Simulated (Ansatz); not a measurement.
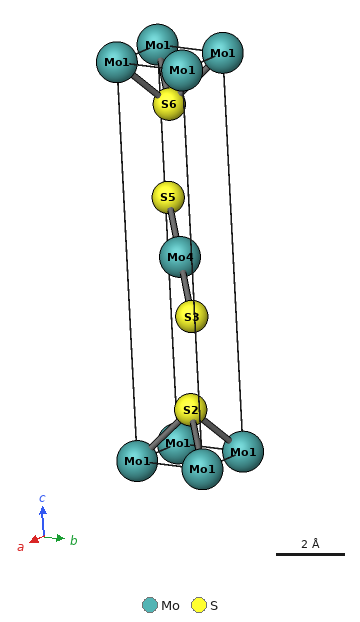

Fig. 1: The structure (ball-and-stick view of the reduced cell, seen slightly off an axis; atoms are numbered from 1 in the order of the input). Near neighbours in the crystal (not all of them lie inside the picture): Mo has 6 S at 2.39 Å; S has 3 Mo at 2.39 Å.

## What a change does: single-point calculation on MoS$_{2}$

System: MoS$_{2}$ (R-3m, 6 atoms in the cell).
Method of run 1: DFT PBEsol, scalar-relativistic, plane waves, PAW, spin-polarised (Ansatz 0.2.0).

The structure derives from an entry of the Crystallography Open Database. Text and figures count atoms from 1; the logs count them from 0 in places.

### Input file, run 1
```yaml
crystal:
  lattice:
    - [1.58550029, -0.91538902, 12.2299965]
    - [-1.58550029, -0.91538902, 12.2299965]
    - [0.0, -3.66155608, 12.2299965]
  atoms:
    - { symbol: Mo, position: [0.0, 0.0, 0.0], spin: 2.0 }
    - { symbol: S, position: [0.75, 0.75, 0.625] }
    - { symbol: S, position: [0.25, 0.25, 0.875] }
    - { symbol: Mo, position: [0.0, 0.0, 0.5], spin: 2.0 }
    - { symbol: S, position: [0.75, 0.75, 0.125] }
    - { symbol: S, position: [0.25, 0.25, 0.375] }
basis:
  ecutwfc: 420
  ecutrho_ratio: 4
kpoints:
  mp_grid: { grid: [7, 7, 7] }
hamiltonian:
  xc: pbesol
scf:
  occupations: { method: gaussian, width: 0.05 }
  lower_state_search: "off"
  max_iter: 150
output:
  forces: true
  stress: true
  eigenvalues: true
  populations: true
  hubbard: { sites: [{ site: 0, l: d }, { site: 3, l: d }] }
magnetization:
  spin_polarized: true
```

Command:
```bash
ansatz run input.yaml --threads 4 --pin off --max-ram 6144MiB --backend cpu --events-out ev --progress --plain --runs-dir out
```

Hardware: 4 threads of Arm Neoverse V1, 24 GiB of memory available, shared host.

### Output, shortened to warnings, some set-up lines, iterations and results (run 1)
```
WARN: the starting moments were not kept: the SCF closed with an absolute magnetisation of 1.9e-5 μB, where they sum to 4 μB in size (2 sites). That is at most 0.1 of that sum. Measured as dr2_m measures the in/out step, that magnetisation stands 2.7e-11 eV from none, at or under the dr2_threshold of 1.0e-7 eV: it is no larger than a step whose dr2_m would equal this threshold. The system may …
Basis set: ecut = 420 eV, 2093 PW (Γ), FFT grids on a1−a3, a2−a3, a1+a2−a3, exchange–correlation on 48×48×180 points (8 copies of the dense FFT grid, shifted against one another)
Symmetry: 24 space group operations
k-points: 44 of 343
Initial density: superposition of atomic densities (chi_scale 0.1, normalization cell)
[...]
SCF iter   1: F=—  HF=-13340.686150 eV  |F-HF|=—  |Δ(HF+E_count)|=         —  Δρ=8.99e-2 (↑8.99e-2 ↓3.76e-2)  dr2=1.34e1  dr2_m=2.69e0  M=0.501 μB ∫|m|=0.944 μB  β_m=0.30  …
SCF iter   2: F=—  HF=-13338.831134 eV  |F-HF|=—  |Δ(HF+E_count)|=    1.86e0  Δρ=5.53e-2 (↑5.53e-2 ↓3.05e-2)  dr2=2.91e0  dr2_m=1.40e0  M=0.367 μB ∫|m|=0.845 μB  β_m=0.30  …
SCF iter   3: F=—  HF=-13338.441499 eV  |F-HF|=—  |Δ(HF+E_count)|=   3.90e-1  Δρ=3.03e-2 (↑2.61e-2 ↓3.03e-2)  dr2=6.46e-1  dr2_m=6.94e-1  M=0.357 μB ∫|m|=0.802 μB  β_m=0.30  …
SCF iter   4: F=—  HF=-13338.562094 eV  |F-HF|=—  |Δ(HF+E_count)|=   1.21e-1  Δρ=2.79e-2 (↑2.79e-2 ↓1.43e-2)  dr2=6.10e-1  dr2_m=3.98e-1  M=0.348 μB ∫|m|=0.605 μB  β_m=0.30  …
SCF iter   5: F=—  HF=-13338.524704 eV  |F-HF|=—  |Δ(HF+E_count)|=   3.74e-2  Δρ=1.65e-2 (↑1.28e-2 ↓1.65e-2)  dr2=8.17e-2  dr2_m=2.06e-1  M=0.341 μB ∫|m|=0.547 μB  β_m=0.30  …
[... 6 lines ...]
SCF iter  12: F=—  HF=-13338.611723 eV  |F-HF|=—  |Δ(HF+E_count)|=   9.47e-6  Δρ=3.44e-5 (↑3.39e-5 ↓3.44e-5)  dr2=8.26e-7  dr2_m=1.08e-6  M=0.004 μB ∫|m|=0.004 μB  β_m=0.97  …
SCF iter  13: F=—  HF=-13338.611725 eV  |F-HF|=—  |Δ(HF+E_count)|=   2.02e-6  Δρ=8.07e-6 (↑8.07e-6 ↓4.12e-6)  dr2=1.70e-7  dr2_m=2.65e-8  M=0.000 μB ∫|m|=0.000 μB  β_m=0.99  …
SCF iter  14: F=-13338.611725 eV  HF=-13338.611725 eV  |F-HF|=8.15e-9  |Δ(HF+E_count)|=   1.73e-8  Δρ=1.47e-6 (↑1.47e-6 ↓1.09e-6)  dr2=1.53e-8  dr2_m=6.91e-10  M=-0.000 μB …
SCF iter  15: F=-13338.611725 eV  HF=-13338.611725 eV  |F-HF|=1.42e-9  |Δ(HF+E_count)|=   1.52e-9  Δρ=4.79e-7 (↑4.17e-7 ↓4.79e-7)  dr2=2.72e-9  dr2_m=5.11e-11  M=-0.000 μB …
SCF 1 converged in 15 iterations: F = -13338.611725 eV  dr2 = 2.72e-9
SCF converged after 15 iterations
Magnetization: -0.0000 μB (26.0000 up, 26.0000 down)
Absolute magnetization: 0.0000 μB (∫|ρ↑−ρ↓|, with the PAW one-centre terms)
Spin contamination: 0.0000 ħ² per cell (⟨S²⟩ above its minimum at these occupations)
Per-site moments (μB) at R_I (Å): [(-2.739867626861782e-6, 0.9838642517170559), (-1.914057671883966e-6, 0.9838642517170559), (-1.914057671906415e-6, 0.9838642517170562), (-2.739867626826368e-6, 0.9838642517170562), (-1.9140576718948042e-6, 0.9838642517170564), (-1.9140576719012294e-6, …
Free energy (F): -13338.611725 eV
Harris-Foulkes:  -13338.611725 eV  (|F-HF|=1.42e-9)
Internal energy: -13338.605493 eV  (E = F + TS)
E sigma→0 (E₀):  -13338.608609 eV
Entropy (-TS):   -0.006232 eV (-1.039 meV/atom)
Fermi energy:    11.217487 eV
--- Per-component energies (eV) ---
  E_band       = -314.034202
  E_kinetic    = 1314.850905
  E_local      = -3959.095680  (includes V_loc(G=0)·N_el)
  E_nonlocal   = 403.593173
  E_hartree    = 1522.926068
  E_xc         = -751.579604
  E_vxc        = -809.452135  (∫ρ·V_xc dr)
  E_paw        = -8624.086702  (= ΣΔE_a)
  E_vpaw       = -309.779394  (= ΣTr[D̂ρ^β])
  E_aug_tail   = 0.000071  (compensation charges beyond the density's cutoff)
  E_ewald      = -3245.880119
  E_core_change = 0.666396  (= ΣΔE_core)
  E_smearing   = -0.006232  (= −TS)
  E_closure    = -0.000000  (closes the sum)
  Σ components = -13338.611725   (vs F -13338.611725, Δ=0.00e0)
--- Forces (eV/Å), atoms counted from 1 ---
  atom   1  Mo     0.00000000    -0.00000000    -0.00000000
  atom   2  S      0.00000000     0.00000000     0.76706572
  atom   3  S     -0.00000000    -0.00000000    -0.76706572
  atom   4  Mo    -0.00000000     0.00000000    -0.00000000
  atom   5  S      0.00000000     0.00000000     0.76706572
  atom   6  S     -0.00000000    -0.00000000    -0.76706572
  max |Σ_I F_I| component: 1.11e-15 eV/Å
--- Stress (GPa, compression-positive) ---
        1.548609       0.000000       0.000000
        0.000000       1.548609      -0.000000
        0.000000      -0.000000       6.262560
  P = ⅓ Tr σ = 3.1199 GPa (31.199 kbar)
--- Löwdin populations: 6 sites ---
  site symbol       q [e]    m [muB]
     0     Mo     13.6803    -0.0000
     1      S      6.0568    -0.0000
     2      S      6.0568    -0.0000
     3     Mo     13.6803    -0.0000
     4      S      6.0568    -0.0000
     5      S      6.0568    -0.0000
  spilling = 0.007928 (of n_electrons = 52.000000)
--- Occupation matrices: 2 shells (Löwdin-built; ε = 2.00e-2, provisional) ---
  Mo0 d_4D: site group D3d (-3m)
  Mo0 d_4D up     Tr n = 2.6024  λ = 0.477 0.477 0.538 0.555 0.555  [2× x2-y2 0.34 Eg(1.00) | 3× z2 0.33 Eg(0.67)]
[...]
```

For run 2 the input was changed thus:
```diff
-    - { symbol: Mo, position: [0.0, 0.0, 0.0], spin: 2.0 }
+    - { symbol: Mo, position: [0.0, 0.0, 0.0], spin: 2.2 }
-    - { symbol: Mo, position: [0.0, 0.0, 0.5], spin: 2.0 }
+    - { symbol: Mo, position: [0.0, 0.0, 0.5], spin: 2.2 }
+  initial_magnetization: 4.4
+  spin_locking: { lock_magnetization: hard }
```

How does run 2 compare with run 1?

The total moment is fixed by the input in run 2, so the state need not be the lowest. With the same functional and potentials, run 2 lies 403.3 meV per atom higher. The net moment of the cell goes from 0.00 to 4.40 μB. The pressure goes from 3.12 to 10.26 GPa. The largest force goes from 0.767 to 1.041 eV/Å. The SCF takes 10 iterations against 15.

### Output, shortened to warnings, some set-up lines, iterations and results (run 2)
```
Warning: output.stress: scf.convergence.dr2_threshold = 1e-7 eV (the SCF's general default) is looser than the 6e-10 eV advised for a printed stress (1e-10 eV for each atom of the cell: 6). What an SCF threshold leaves in a stress goes as its square root, and in the free energy as the threshold itself, and one threshold admits the most on a small cell: of the crystals measured, under no hybrid …
Basis set: ecut = 420 eV, 2093 PW (Γ), FFT grids on a1−a3, a2−a3, a1+a2−a3, exchange–correlation on 48×48×180 points (8 copies of the dense FFT grid, shifted against one another)
Symmetry: 24 space group operations
k-points: 44 of 343
Initial density: superposition of atomic densities (chi_scale 0.1, normalization cell)
[...]
SCF iter   1: F=—  HF=-13338.322254 eV  |F-HF|=—  |Δ(HF+E_count)|=         —  Δρ=7.14e-2 (↑7.14e-2 ↓3.37e-2)  dr2=1.09e1  dr2_m=1.41e0  M=4.400 μB ∫|m|=4.402 μB  β_m=0.30  …
SCF iter   2: F=—  HF=-13336.644211 eV  |F-HF|=—  |Δ(HF+E_count)|=    1.68e0  Δρ=4.30e-2 (↑4.30e-2 ↓2.47e-2)  dr2=2.82e0  dr2_m=6.86e-1  M=4.400 μB ∫|m|=4.402 μB  β_m=0.49  …
SCF iter   3: F=—  HF=-13336.226383 eV  |F-HF|=—  |Δ(HF+E_count)|=   4.18e-1  Δρ=1.35e-2 (↑7.51e-3 ↓1.35e-2)  dr2=5.04e-1  dr2_m=7.15e-2  M=4.400 μB ∫|m|=4.403 μB  β_m=0.75  …
SCF iter   4: F=—  HF=-13336.247232 eV  |F-HF|=—  |Δ(HF+E_count)|=   2.08e-2  Δρ=7.66e-3 (↑7.66e-3 ↓5.73e-3)  dr2=3.10e-1  dr2_m=3.09e-3  M=4.400 μB ∫|m|=4.403 μB  β_m=0.84  …
SCF iter   5: F=—  HF=-13336.193350 eV  |F-HF|=—  |Δ(HF+E_count)|=   5.39e-2  Δρ=1.68e-3 (↑1.68e-3 ↓9.03e-4)  dr2=1.08e-2  dr2_m=4.40e-4  M=4.400 μB ∫|m|=4.403 μB  β_m=0.92  …
SCF iter   6: F=—  HF=-13336.192448 eV  |F-HF|=—  |Δ(HF+E_count)|=   9.02e-4  Δρ=6.85e-4 (↑4.13e-4 ↓6.85e-4)  dr2=4.96e-3  dr2_m=4.66e-5  M=4.400 μB ∫|m|=4.403 μB  β_m=0.96  …
SCF iter   7: F=—  HF=-13336.192133 eV  |F-HF|=—  |Δ(HF+E_count)|=   3.15e-4  Δρ=1.77e-4 (↑1.77e-4 ↓1.16e-4)  dr2=2.90e-4  dr2_m=3.11e-6  M=4.400 μB ∫|m|=4.403 μB  β_m=0.93  …
SCF iter   8: F=—  HF=-13336.192119 eV  |F-HF|=—  |Δ(HF+E_count)|=   1.45e-5  Δρ=4.58e-5 (↑3.03e-5 ↓4.58e-5)  dr2=4.93e-6  dr2_m=9.99e-7  M=4.400 μB ∫|m|=4.403 μB  β_m=0.97  …
SCF iter   9: F=—  HF=-13336.192119 eV  |F-HF|=—  |Δ(HF+E_count)|=   4.84e-7  Δρ=9.53e-6 (↑9.53e-6 ↓5.78e-6)  dr2=1.49e-7  dr2_m=3.03e-8  M=4.400 μB ∫|m|=4.403 μB  β_m=0.98  …
SCF iter  10: F=-13336.192119 eV  HF=-13336.192119 eV  |F-HF|=1.01e-9  |Δ(HF+E_count)|=   8.58e-8  Δρ=1.31e-6 (↑1.20e-6 ↓1.31e-6)  dr2=7.82e-9  dr2_m=1.80e-10  M=4.400 μB …
SCF 1 converged in 10 iterations: F = -13336.192119 eV  dr2 = 7.82e-9
SCF converged after 10 iterations
Stability checked in part: among states of this total moment the steps that led to this state did not find it unstable. No probe was made; neither looks for a lower state of another moment (fixed_total_moment; see scf.lower_state_search)
Magnetization: 4.4000 μB (28.2000 up, 23.8000 down)
Absolute magnetization: 4.4023 μB (∫|ρ↑−ρ↓|, with the PAW one-centre terms)
Spin contamination: 0.0064 ħ² per cell (⟨S²⟩ above its minimum at these occupations)
Per-site moments (μB) at R_I (Å): [(1.013863156232812, 0.9838642517170559), (0.2649320405140929, 0.9838642517170559), (0.2649320405140932, 0.9838642517170562), (1.0138631562328124, 0.9838642517170562), (0.2649320405140933, 0.9838642517170564), (0.2649320405140932, 0.9838642517170559)]
Free energy (F): -13336.192119 eV
Harris-Foulkes:  -13336.192119 eV  (|F-HF|=1.01e-9)
Internal energy: -13336.182141 eV  (E = F + TS)
E sigma→0 (E₀):  -13336.187130 eV
Entropy (-TS):   -0.009978 eV (-1.663 meV/atom)
Fermi energy:    10.707752 (↑ 11.730653, ↓ 9.684851) eV
--- Per-component energies (eV) ---
  E_band       = -307.942570
  E_kinetic    = 1320.737775
  E_local      = -3967.001556  (includes V_loc(G=0)·N_el)
  E_nonlocal   = 406.092151
  E_hartree    = 1527.090965
  E_xc         = -752.599606
  E_vxc        = -810.755083  (∫ρ·V_xc dr)
  E_paw        = -8625.288219  (= ΣΔE_a)
  E_vpaw       = -311.199913  (= ΣTr[D̂ρ^β])
  E_aug_tail   = 0.000072  (compensation charges beyond the density's cutoff)
  E_ewald      = -3245.880119
  E_core_change = 0.666396  (= ΣΔE_core)
  E_smearing   = -0.009978  (= −TS)
  E_closure    = 0.000000  (closes the sum)
  Σ components = -13336.192119   (vs F -13336.192119, Δ=0.00e0)
--- Forces (eV/Å), atoms counted from 1 ---
  atom   1  Mo     0.00000000     0.00000000    -0.00000000
  atom   2  S     -0.00000000     0.00000000     1.04051794
  atom   3  S      0.00000000    -0.00000000    -1.04051794
  atom   4  Mo     0.00000000    -0.00000000    -0.00000000
  atom   5  S     -0.00000000     0.00000000     1.04051794
  atom   6  S      0.00000000    -0.00000000    -1.04051794
  max |Σ_I F_I| component: 8.88e-16 eV/Å
--- Stress (GPa, compression-positive) ---
       10.757516      -0.000000       0.000000
        0.000000      10.757516      -0.000000
        0.000000      -0.000000       9.272678
  P = ⅓ Tr σ = 10.2626 GPa (102.626 kbar)
--- Löwdin populations: 6 sites ---
  site symbol       q [e]    m [muB]
     0     Mo     13.6331     1.3977
     1      S      6.0832     0.3847
     2      S      6.0832     0.3847
     3     Mo     13.6331     1.3977
     4      S      6.0832     0.3847
     5      S      6.0832     0.3847
  spilling = 0.007710 (of n_electrons = 52.000000)
[...]
```

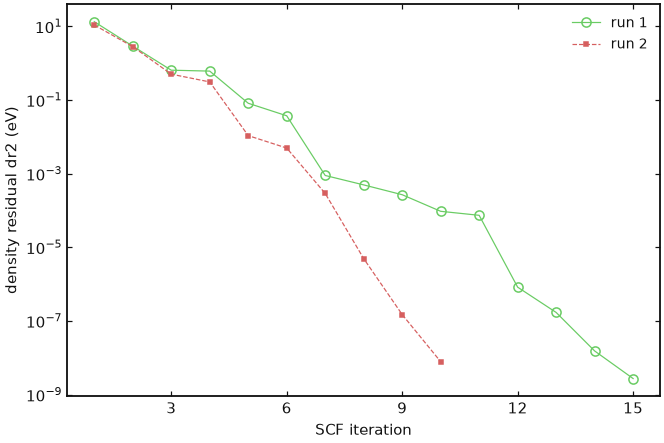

Fig. 2: Convergence of the two runs: density residual dr2 against the SCF iteration. Run 1 takes 15 iterations in all, and run 2 takes 10.

### The two runs side by side

| quantity | run 1 | run 2 |
| --- | --- | --- |
| outcome | converged | converged |
| free energy per atom (eV) | −2223.1020 | −2222.6987 |
| energy per atom, smearing taken to zero (eV) | −2223.1014 | −2222.6979 |
| gap on the mesh (eV) | 0.00 | 0.00 |
| net moment of the cell (μB) | 0.00 | 4.40 |
| absolute moment of the cell (μB) | 0.00 | 4.40 |
| pressure (GPa) | 3.12 | 10.26 |
| largest force (eV/Å) | 0.767 | 1.041 |
| SCF iterations | 15 | 10 |
| irreducible k-points | 44 | 44 |
| plane waves at Γ | 2093 | 2093 |
| wall time (shared host) | 10 s | 7.3 s |

For run 1: Warnings: some starting moments were not kept. For run 2: Warnings: the SCF threshold is looser than advised for the printed stress. The cell is under a pressure of 10.3 GPa at this level, so it is not at its equilibrium volume.
